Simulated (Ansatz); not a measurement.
```
Ag
1.0
     5.45298    0.00000    0.00000
    -2.72649    4.72242    0.00000
     0.00000    0.00000   23.80000
Ag
3
Direct
  0.50000 0.00000 0.29412
  0.00000 0.50000 0.29412
  0.50000 0.50000 0.29412
```

A structure generated by program, which may or may not match a known phase; computed without spin polarisation.

The calculation used DFT PBE, scalar-relativistic, plane waves, PAW (Ansatz).

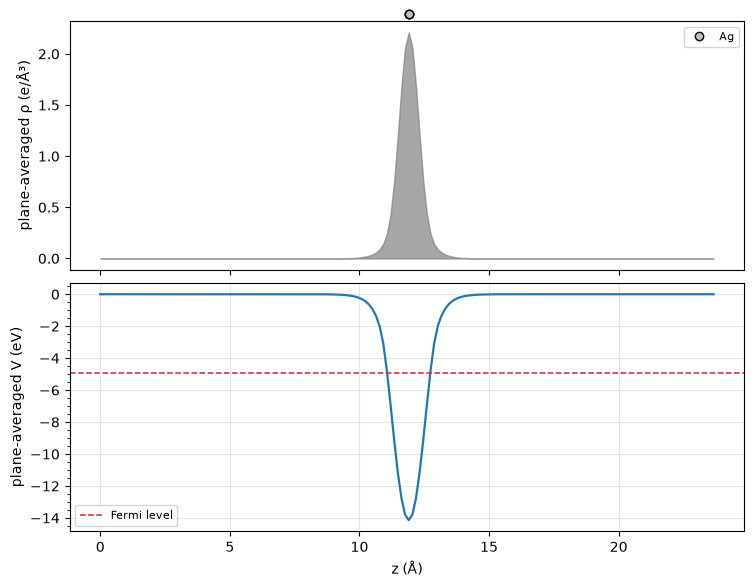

Ag. Plane average of the electrostatic potential (local pseudopotential plus Hartree) felt by an electron and of the valence electron density across the slab. Circles mark the heights of the atoms.

The density is the valence pseudo-density of a PAW calculation; it isn't the true density close to the nuclei.

> Read off the work function of this surface.

The potential is flat in the vacuum, 4.91 eV above the Fermi level; this is the work function, the same on both faces.

> How thick is the slab, and how wide the vacuum?

The outermost nuclei are 0.0 Å apart, in 1 atomic plane; the vacuum between periodic images is 23.8 Å wide.
